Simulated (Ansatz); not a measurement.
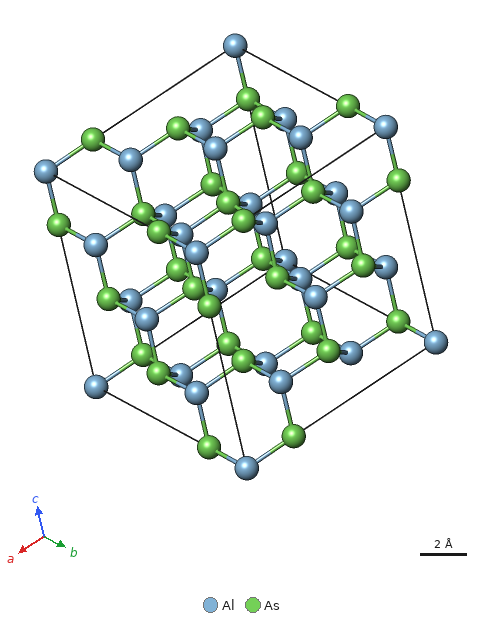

**Figure 1.** The structure as given in the input (ball-and-stick view of the cell of the calculation, seen at an oblique angle).

## Geometry relaxation of Al₁₅As₁₆ (charge +1) (part 1 of 3)

The run: geometry relaxation of Al₁₅As₁₆ (defect cell, 31 atoms in the cell, total charge +1). Method and program: DFT PBE, scalar-relativistic, plane waves, PAW, spin-polarised (Ansatz 0.2.0).

The structure derives from a Materials Project entry. It belongs to a series of runs on one base structure; here: Al vacancy (site a), charge +1, atoms relaxed at the host's cell.

**Input file**
```yaml
crystal:
  lattice:
    - [-5.7279123196, 5.7279123196, -5.7279123196]
    - [-5.7279123196, -5.7279123196, 5.7279123196]
    - [5.7279123196, 5.7279123196, 5.7279123196]
  atoms:
    - { symbol: Al, position: [0.5012693547, -0.0021589928, 0.5] }
    - { symbol: Al, position: [0.5012693547, 0.75, 0.7478410072] }
    - { symbol: Al, position: [0.25, 0.25, 0.5] }
    - { symbol: Al, position: [0.2465716526, -0.0012693547, 0.7487306453] }
    - { symbol: Al, position: [0.25, 0.75, 0.0] }
    - { symbol: Al, position: [-0.0021589928, 0.5012693547, 0.5] }
    - { symbol: Al, position: [-0.0012693547, 0.2465716526, 0.7487306453] }
    - { symbol: Al, position: [-0.0012693547, -0.0012693547, -0.0034283474] }
    - { symbol: Al, position: [-0.0021589928, 0.75, 0.2512693547] }
    - { symbol: Al, position: [0.75, 0.5012693547, 0.7478410072] }
    - { symbol: Al, position: [0.75, 0.25, 0.0] }
    - { symbol: Al, position: [0.75, -0.0021589928, 0.2512693547] }
    - { symbol: Al, position: [0.5021589928, 0.5021589928, 0.0034283474] }
    - { symbol: Al, position: [0.5021589928, 0.2534283474, 0.2521589928] }
    - { symbol: Al, position: [0.2534283474, 0.5021589928, 0.2521589928] }
    - { symbol: As, position: [-0.0056961229, -0.0056961229, 0.7443038771], spin: 0.5 }
    - { symbol: As, position: [0.75, 0.2500047451, 0.7492394172] }
    - { symbol: As, position: [0.75, -0.0007605828, 4.7451e-06] }
    - { symbol: As, position: [0.5007605828, 0.5007605828, 0.7507653279] }
    - { symbol: As, position: [0.4992346721, 0.2499952549, -4.7451e-06] }
    - { symbol: As, position: [0.5007605828, 0.0007653279, 0.2507605828] }
    - { symbol: As, position: [0.2500047451, 0.75, 0.7492394172] }
    - { symbol: As, position: [0.2499952549, 0.4992346721, -4.7451e-06] }
    - { symbol: As, position: [0.2499952549, 0.2499952549, 0.2492346721] }
    - { symbol: As, position: [0.2500047451, -0.0007605828, 0.5] }
    - { symbol: As, position: [-0.0007605828, 0.75, 4.7451e-06] }
    - { symbol: As, position: [0.0007653279, 0.5007605828, 0.2507605828] }
    - { symbol: As, position: [-0.0007605828, 0.2500047451, 0.5] }
    - { symbol: As, position: [0.75, 0.75, 0.2556961229], spin: 0.5 }
    - { symbol: As, position: [0.75, 0.5056961229, 0.5], spin: 0.5 }
    - { symbol: As, position: [0.5056961229, 0.75, 0.5], spin: 0.5 }
  host:
    lattice:
      - [0.0, 2.8639561598, 2.8639561598]
      - [2.8639561598, 0.0, 2.8639561598]
      - [2.8639561598, 2.8639561598, 0.0]
    atoms:
      - { symbol: Al, position: [0.0, 0.0, 0.0] }
      - { symbol: As, position: [0.75, 0.75, 0.75] }
total_charge: 1
basis:
  ecutwfc: 420
  xc_grid: 2
kpoints:
  mp_grid: { grid: [2, 2, 2], shift: [0.5, 0.5, 0.5] }
hamiltonian:
  xc: pbe
scf:
  occupations: { method: gaussian, width: 0.01 }
output:
  forces: true
  stress: false
  eigenvalues: true
  populations: true
  charged_corrections:
    defect_position: [0.75, 0.75, 0.5]
    epsilon: [[11.5641, 0.0, 0.0], [0.0, 11.5641, 0.0], [0.0, 0.0, 11.5641]]
  write_density: true
  write_potential: true
  elf: true
  volumetric_format: npy
magnetization:
  spin_polarized: true
relax:
  adjacent_minimum: "off"
  f_tol: 0.025
  max_steps: 45
```

Hardware: 4 threads of Arm Neoverse V1, 24 GiB of memory available, shared host.

Launch command:
```bash
ansatz run input.yaml --threads 4 --pin off --max-ram 6144MiB --backend cpu --events-out ev --progress --plain --runs-dir out
```

**Output**
```
Engine: ansatz 0.2.0, aarch64-unknown-linux-gnu
Pseudopotentials: kind: paw
Pseudopotential: Al, paw, valence charge 3, recommended cutoff 420 eV (normal), Al.paw.azcp
Pseudopotential: As, paw, valence charge 15, recommended cutoff 420 eV (normal), As.paw.azcp
Functional definition: PBE
  parameter kappa = 0.804
  parameter beta = 0.06672455060314922
  exchange = pbe_x(kappa = kappa, mu = beta*pi^2/3)
  correlation = pbe_c(beta = beta)
Crystal: 31 atoms, lattice volume = 751.708 Å³
Basis set: ecut = 420 eV, 14771 PW (Γ), exchange–correlation on 144×144×144 points (8 copies of the dense FFT grid, shifted against one another)
Bands: 174, of which v1, the nominal top of the filled ones, is band 142 counted from 1 (141 counted from 0)
Symmetry: 24 space group operations
Space group: I-43m (ITA 217), of the structure as read, at distance tolerance 9.1e-5 Å
Magnetic group: BNS 217.78 (UNI 1580), of the structure as read, at distance tolerance 9.1e-5 Å
k-points: 2 of 8 (time reversal used)
Non-local potential: Al, projectors of the file, l = 0: 2, l = 1: 2, l = 2: 1
Non-local potential: As, projectors of the file, l = 0: 2, l = 1: 2, l = 2: 3, l = 3: 1
PAW form: soft (Blöchl's): semilocal exchange-correlation on the pseudo side does not see the compensation charge
PAW one-centre angular grid: Al, 110 points (default); XC on 64 Gauss nodes
PAW one-centre angular grid: As, 590 points (default); XC on 64 Gauss nodes
Initial density: superposition of atomic densities (chi_scale 0.1, normalization cell)
Starting moments: Σ|m| = 2 μB on 4 of 31 sites
Initial wavefunctions: pseudopotential atomic-orbital guess
Functional: x = pbe(κ = 0.804, μ = 0.2195149727645171), c = pbe(β = 0.06672455060314922)
SCF iter   1: F=—  HF=-85781.733265 eV  |F-HF|=—  |Δ(HF+E_count)|=         —  Δρ=2.38e-2 (↑2.19e-2 ↓2.38e-2)  dr2=1.59e1  dr2_m=1.22e0  M=0.500 μB ∫|m|=0.543 μB  β_m=0.30  ethr=3.10e-3  ⟨swp⟩=6.0  Hψ=2634  notcnv=0  defer=1
preconditioner: auto → Resta (q_TF=auto, 2.320 Å⁻¹)  ε∞=4.2  [insulator: Δε(μ)=0.197 eV  Ē_g=8.392 eV  σ=0.010 eV  W_gap=0.67  n_scr=140 (ndim 8)  ℏωp=15.1 eV  f_vac=0.000  D(μ)=77.13/eV (n_scr^D=958)  ε∞_Penn≈4.2]
spin=Collinear: Resta preconditioning applied to the charge; magnetization (m = ρ↑ − ρ↓) channel mixes plain (no charge-response kernel on spin).
SCF iter   2: F=—  HF=-85779.605585 eV  |F-HF|=—  |Δ(HF+E_count)|=    2.13e0  Δρ=1.70e-2 (↑1.57e-2 ↓1.70e-2)  dr2=7.74e0  dr2_m=6.01e-1  M=0.500 μB ∫|m|=0.536 μB  β_m=0.30  ethr=3.10e-3  ⟨swp⟩=2.0  Hψ=831  notcnv=0  defer=101
SCF iter   3: F=—  HF=-85777.748795 eV  |F-HF|=—  |Δ(HF+E_count)|=    1.86e0  Δρ=7.83e-3 (↑7.38e-3 ↓7.83e-3)  dr2=4.66e-1  dr2_m=2.99e-1  M=0.500 μB ∫|m|=0.534 μB  β_m=0.30  ethr=2.73e-3  ⟨swp⟩=2.5  Hψ=876  notcnv=0  defer=101
SCF iter   4: F=—  HF=-85777.743361 eV  |F-HF|=—  |Δ(HF+E_count)|=   5.43e-3  Δρ=4.88e-3 (↑4.71e-3 ↓4.88e-3)  dr2=5.24e-2  dr2_m=1.47e-1  M=0.500 μB ∫|m|=0.532 μB  β_m=0.30  ethr=1.64e-4  ⟨swp⟩=2.0  Hψ=1314  notcnv=0  defer=106
SCF iter   5: F=—  HF=-85777.756112 eV  |F-HF|=—  |Δ(HF+E_count)|=   1.28e-2  Δρ=3.42e-3 (↑3.33e-3 ↓3.42e-3)  dr2=2.66e-2  dr2_m=7.29e-2  M=0.500 μB ∫|m|=0.532 μB  β_m=0.30  ethr=1.84e-5  ⟨swp⟩=3.0  Hψ=1095  notcnv=0  defer=106
SCF iter   6: F=—  HF=-85777.778470 eV  |F-HF|=—  |Δ(HF+E_count)|=   2.24e-2  Δρ=2.32e-3 (↑2.32e-3 ↓2.29e-3)  dr2=2.36e-3  dr2_m=3.61e-2  M=0.500 μB ∫|m|=0.532 μB  β_m=0.30  ethr=9.35e-6  ⟨swp⟩=3.0  Hψ=1111  notcnv=0  defer=106
SCF iter   7: F=—  HF=-85777.782986 eV  |F-HF|=—  |Δ(HF+E_count)|=   4.52e-3  Δρ=1.64e-3 (↑1.64e-3 ↓1.59e-3)  dr2=4.13e-4  dr2_m=1.78e-2  M=0.500 μB ∫|m|=0.533 μB  β_m=0.30  ethr=8.30e-7  ⟨swp⟩=2.0  Hψ=1180  notcnv=0  defer=106
Mixer restart at iter 7: flushing history
spin-set hold released at iteration 7 (site moments contracting): the magnetisation degrees of freedom join the quasi-Newton model from the next iteration; the mixer history was flushed
SCF iter   8: F=—  HF=-85777.784425 eV  |F-HF|=—  |Δ(HF+E_count)|=   1.44e-3  Δρ=1.15e-3 (↑1.15e-3 ↓1.12e-3)  dr2=2.48e-4  dr2_m=8.83e-3  M=0.500 μB ∫|m|=0.533 μB  β_m=0.65  ethr=1.45e-7  ⟨swp⟩=2.0  Hψ=964  notcnv=0  defer=106
SCF iter   9: F=—  HF=-85777.786123 eV  |F-HF|=—  |Δ(HF+E_count)|=   1.70e-3  Δρ=3.03e-5 (↑3.03e-5 ↓2.77e-5)  dr2=2.90e-5  dr2_m=2.80e-6  M=0.500 μB ∫|m|=0.535 μB  β_m=0.62  ethr=8.73e-8  ⟨swp⟩=2.0  Hψ=1166  notcnv=0  defer=106
SCF iter  10: F=—  HF=-85777.786121 eV  |F-HF|=—  |Δ(HF+E_count)|=   2.03e-6  Δρ=1.71e-5 (↑1.70e-5 ↓1.71e-5)  dr2=8.65e-6  dr2_m=9.48e-7  M=0.500 μB ∫|m|=0.536 μB  β_m=0.69  ethr=5.50e-9  ⟨swp⟩=17.2  Hψ=6957  notcnv=0
SCF iter  11: F=—  HF=-85777.786132 eV  |F-HF|=—  |Δ(HF+E_count)|=   1.03e-5  Δρ=9.17e-6 (↑9.17e-6 ↓8.94e-6)  dr2=2.76e-6  dr2_m=2.10e-7  M=0.500 μB ∫|m|=0.536 μB  β_m=0.84  ethr=3.05e-9  ⟨swp⟩=9.2  Hψ=5017  notcnv=0
SCF iter  12: F=—  HF=-85777.786136 eV  |F-HF|=—  |Δ(HF+E_count)|=   4.79e-6  Δρ=4.44e-6 (↑4.38e-6 ↓4.44e-6)  dr2=5.99e-7  dr2_m=5.33e-8  M=0.500 μB ∫|m|=0.536 μB  β_m=0.83  ethr=9.73e-10  ⟨swp⟩=9.0  Hψ=3959  notcnv=0
SCF iter  13: F=-85777.786138 eV  HF=-85777.786138 eV  |F-HF|=6.32e-8  |Δ(HF+E_count)|=   1.23e-6  Δρ=1.06e-6 (↑1.06e-6 ↓9.77e-7)  dr2=4.79e-8  dr2_m=1.58e-9  M=0.500 μB ∫|m|=0.536 μB  ethr=2.11e-10  ⟨swp⟩=8.2  Hψ=4179  notcnv=0
SCF 1 converged in 13 iterations: F = -85777.786138 eV  dr2 = 4.79e-8
  greatest PAW one-centre occupation: 0.999 electrons in one spin orbital (limit 2), on the As atom at site 29 (counted from 0), in its partial waves of l = 2
relax step   1: F+E_penalty+E_count = -85777.78613772 eV  Δ(F+E_penalty+E_count) = +0.000e0 eV  max|allowed force component| = 1.853e-1 eV/Å  Δτ_max = 0.0000 Å  (13 SCF iters, dr2 threshold 1.56e-5 eV, accepted)
Initial density: handed on by an earlier stage of this run
Starting moments: Σ|m| = 2 μB on 4 of 31 sites; this step starts from the density that it was given
Initial wavefunctions: those handed on with the density
iter 1 solved again at ethr=4.99e-6 eV; its pass at ethr=3.10e-3 eV (dr2=1.42e-2 eV) is discarded
SCF iter   1: F=—  HF=-85777.812770 eV  |F-HF|=—  |Δ(HF+E_count)|=         —  Δρ=1.82e-3 (↑1.17e-3 ↓1.82e-3)  dr2=1.46e-2  dr2_m=1.33e-2  M=0.500 μB ∫|m|=0.535 μB  β_m=0.30  ethr=4.99e-6  ⟨swp⟩=2.0  Hψ=1891  notcnv=0  defer=100
preconditioner: auto → Resta (q_TF=auto, 2.320 Å⁻¹)  ε∞=4.4  [insulator: Δε(μ)=0.287 eV  Ē_g=8.143 eV  σ=0.010 eV  W_gap=0.67  n_scr=140 (ndim 8)  ℏωp=15.1 eV  f_vac=0.008  D(μ)=77.13/eV (n_scr^D=958)  ε∞_Penn≈4.4]
spin=Collinear: Resta preconditioning applied to the charge; magnetization (m = ρ↑ − ρ↓) channel mixes plain (no charge-response kernel on spin).
SCF iter   2: F=—  HF=-85777.815862 eV  |F-HF|=—  |Δ(HF+E_count)|=   3.09e-3  Δρ=1.27e-3 (↑8.51e-4 ↓1.27e-3)  dr2=6.42e-3  dr2_m=6.69e-3  M=0.500 μB ∫|m|=0.535 μB  β_m=0.64  ethr=4.99e-6  ⟨swp⟩=2.0  Hψ=737  notcnv=0  defer=100
SCF iter   3: F=—  HF=-85777.820204 eV  |F-HF|=—  |Δ(HF+E_count)|=   4.34e-3  Δρ=1.19e-4 (↑1.19e-4 ↓1.11e-4)  dr2=2.82e-4  dr2_m=4.19e-5  M=0.500 μB ∫|m|=0.537 μB  β_m=0.67  ethr=2.26e-6  ⟨swp⟩=3.0  Hψ=1045  notcnv=0  defer=100
SCF iter   4: F=—  HF=-85777.820159 eV  |F-HF|=—  |Δ(HF+E_count)|=   4.53e-5  Δρ=3.47e-5 (↑3.47e-5 ↓3.30e-5)  dr2=4.36e-5  dr2_m=1.92e-6  M=0.500 μB ∫|m|=0.537 μB  β_m=0.72  ethr=9.92e-8  ⟨swp⟩=2.0  Hψ=1216  notcnv=0  defer=100
SCF iter   5: F=—  HF=-85777.820165 eV  |F-HF|=—  |Δ(HF+E_count)|=   6.01e-6  Δρ=1.24e-5 (↑1.05e-5 ↓1.24e-5)  dr2=4.51e-6  dr2_m=2.67e-7  M=0.500 μB ∫|m|=0.537 μB  β_m=0.78  ethr=1.53e-8  ⟨swp⟩=2.0  Hψ=1164  notcnv=0  defer=100
iter 6 did not close the SCF: its close was put off for a magnetic moment that had not settled (scf_convergence_deferred on its scf_iter line)
SCF iter   6: F=-85777.820168 eV  HF=-85777.820168 eV  |F-HF|=4.32e-7  |Δ(HF+E_count)|=   2.88e-6  Δρ=3.45e-6 (↑3.45e-6 ↓3.10e-6)  dr2=4.53e-7  dr2_m=1.22e-8  M=0.500 μB ∫|m|=0.537 μB  β_m=0.89  ethr=7.55e-10  ⟨swp⟩=16.0  Hψ=5183  notcnv=0
SCF iter   7: F=-85777.820168 eV  HF=-85777.820168 eV  |F-HF|=2.82e-8  |Δ(HF+E_count)|=   5.12e-7  Δρ=8.09e-7 (↑8.09e-7 ↓7.79e-7)  dr2=3.19e-8  dr2_m=2.97e-10  M=0.500 μB ∫|m|=0.537 μB  ethr=1.60e-10  ⟨swp⟩=5.0  Hψ=3577  notcnv=0
SCF 2 converged in 7 iterations: F = -85777.820168 eV  dr2 = 3.19e-8
relax step   2: F+E_penalty+E_count = -85777.82016844 eV  Δ(F+E_penalty+E_count) = -3.403e-2 eV  max|allowed force component| = 2.220e-2 eV/Å  Δτ_max = 0.0408 Å  (7 SCF iters, dr2 threshold 2.15e-6 eV, accepted)
iter 1 solved again at ethr=1.12e-11 eV; its pass at ethr=3.10e-3 eV (dr2=3.19e-8 eV) is discarded
SCF iter   1: F=—  HF=-85777.820168 eV  |F-HF|=—  |Δ(HF+E_count)|=         —  Δρ=8.09e-7 (↑8.09e-7 ↓7.79e-7)  dr2=3.19e-8  dr2_m=2.97e-10  M=0.500 μB ∫|m|=0.537 μB  β_m=0.30  ethr=1.12e-11  ⟨swp⟩=1.0  Hψ=1640  notcnv=0
preconditioner: auto → Resta (q_TF=auto, 2.320 Å⁻¹)  ε∞=4.4  [insulator: Δε(μ)=0.277 eV  Ē_g=8.139 eV  σ=0.010 eV  W_gap=0.67  n_scr=140 (ndim 8)  ℏωp=15.1 eV  f_vac=0.008  D(μ)=77.13/eV (n_scr^D=958)  ε∞_Penn≈4.4]
spin=Collinear: Resta preconditioning applied to the charge; magnetization (m = ρ↑ − ρ↓) channel mixes plain (no charge-response kernel on spin).
SCF iter   2: F=-85777.820168 eV  HF=-85777.820168 eV  |F-HF|=2.10e-8  |Δ(HF+E_count)|=   1.16e-8  Δρ=6.54e-7 (↑6.54e-7 ↓6.27e-7)  dr2=2.05e-8  dr2_m=1.65e-10  M=0.500 μB ∫|m|=0.537 μB  ethr=1.12e-11  ⟨swp⟩=6.0  Hψ=2936  notcnv=0
SCF 3 converged in 2 iterations: F = -85777.820168 eV  dr2 = 2.05e-8
  greatest PAW one-centre occupation: 0.999 electrons in one spin orbital (limit 2), on the As atom at site 28 (counted from 0), in its partial waves of l = 2
relax step   3: F+E_penalty+E_count = -85777.82016845 eV  Δ(F+E_penalty+E_count) = -4.380e-9 eV  max|allowed force component| = 2.221e-2 eV/Å  Δτ_max = 0.0000 Å  (2 SCF iters, accepted)
```

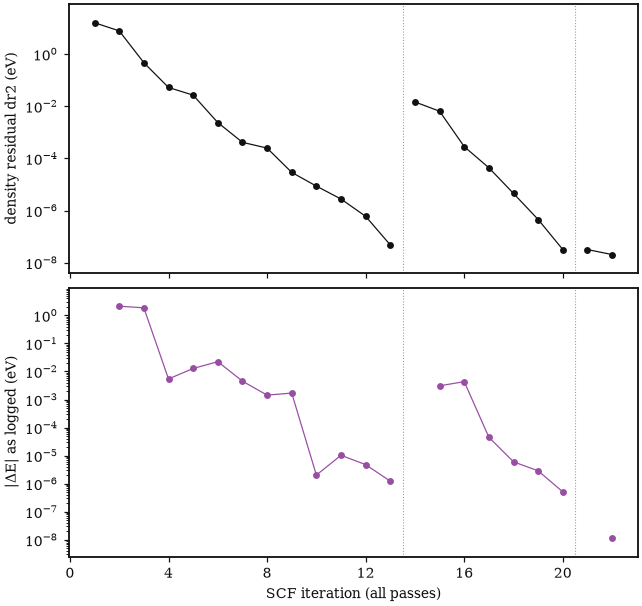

**Figure 2.** Convergence of the self-consistent field: density residual dr2 and size of the energy change against the SCF iteration. The dotted lines part the SCF passes of the relaxation: geometry steps, rejected trials and re-solves on a re-selected basis. The passes take 13, 7 and 2 iterations.

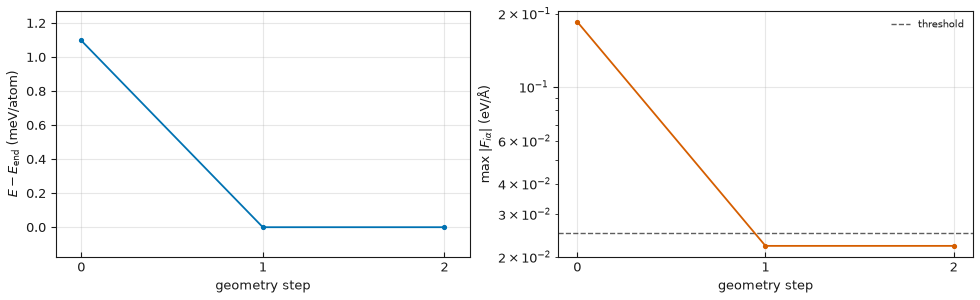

**Figure 3.** Progress of the relaxation, step by step (the first geometry is step 0 here and step 1 in the log).

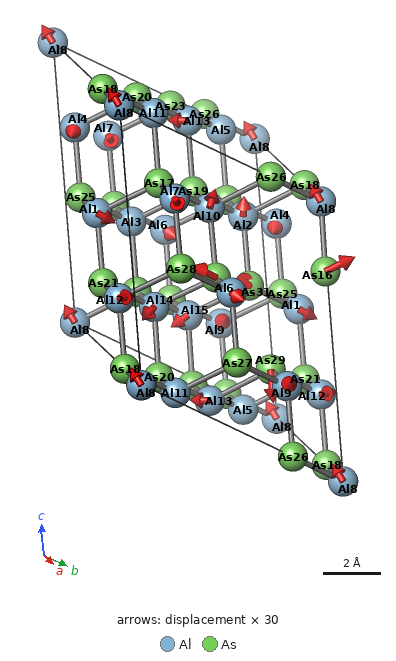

**Figure 4.** The starting structure with the displacements as red arrows, magnified 30 times (ball-and-stick view of the cell of the calculation, seen slightly off an axis). The largest moves, 0.041 Å, are those of As16, As29, As30 and As31. By element the largest moves are As 0.041 Å, Al 0.026 Å. The lattice vectors keep their values. Distances before and after: Al10–As19 2.481 → 2.469 Å, Al10–As30 2.474 → 2.483 Å. After 2 geometry steps the energy has fallen by 1.1 meV per atom. Largest force component: 0.19 eV/Å at the start, 0.022 eV/Å at the end. (Atoms are counted from 1 in the order of the input.)
